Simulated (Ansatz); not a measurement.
System: Zn2O.

```
Zn O
1.0
     3.09130    0.00000    0.00000
    -1.54565    2.67715    0.00000
     0.00000    0.00000   14.68197
Zn O
6 3
Direct
  0.33333 0.66667 0.24712
  0.00000 0.00000 0.58045
  0.66667 0.33333 0.91378
  0.33333 0.66667 0.08622
  0.00000 0.00000 0.41955
  0.66667 0.33333 0.75288
  0.00000 0.00000 0.00000
  0.66667 0.33333 0.33333
  0.33333 0.66667 0.66667
```

Space group R-3m; a generated structure, not necessarily the stable one.

Level of theory: DFT PBE, scalar-relativistic, plane waves, PAW (Ansatz 0.2.0).

Predict the valence pseudo-density and electron localisation function between the atoms.

Answer. Zn–O (2.19 Å): ρ is about 0.37 e/Å³ halfway; the ELF peaks at about 0.80 in the valence shell of O, 0.6 Å from its nucleus, and drops to about 0.10 between the two atoms; no shared electron pair shows on this line.

Does the calculation make it a metal, or give it a gap?

Answer. It is gapless in this calculation (a metal or semimetal).

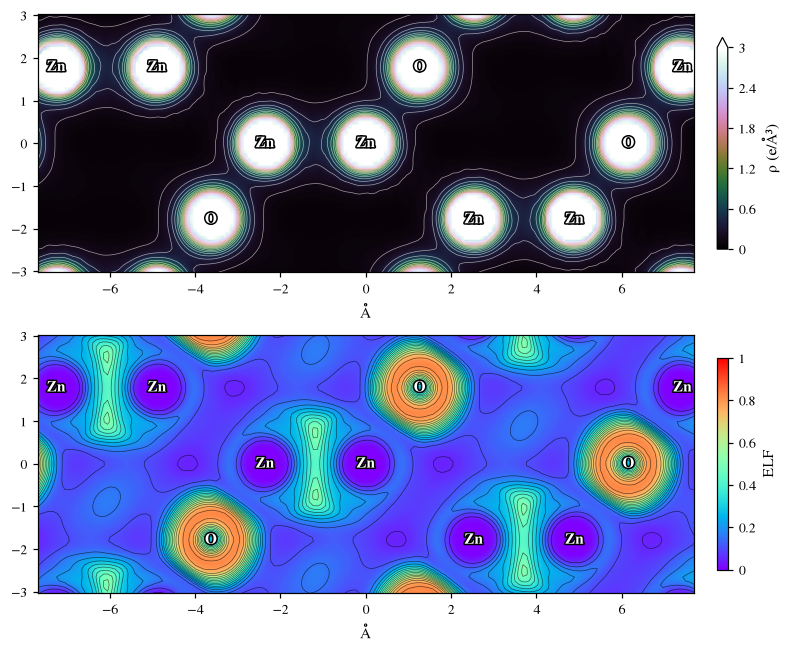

Computed valence pseudo-density and electron localisation function on the (110) plane of the conventional cell, in this order. 

Core electrons are frozen (PAW), and the valence fields are smoothed inside the atomic spheres.
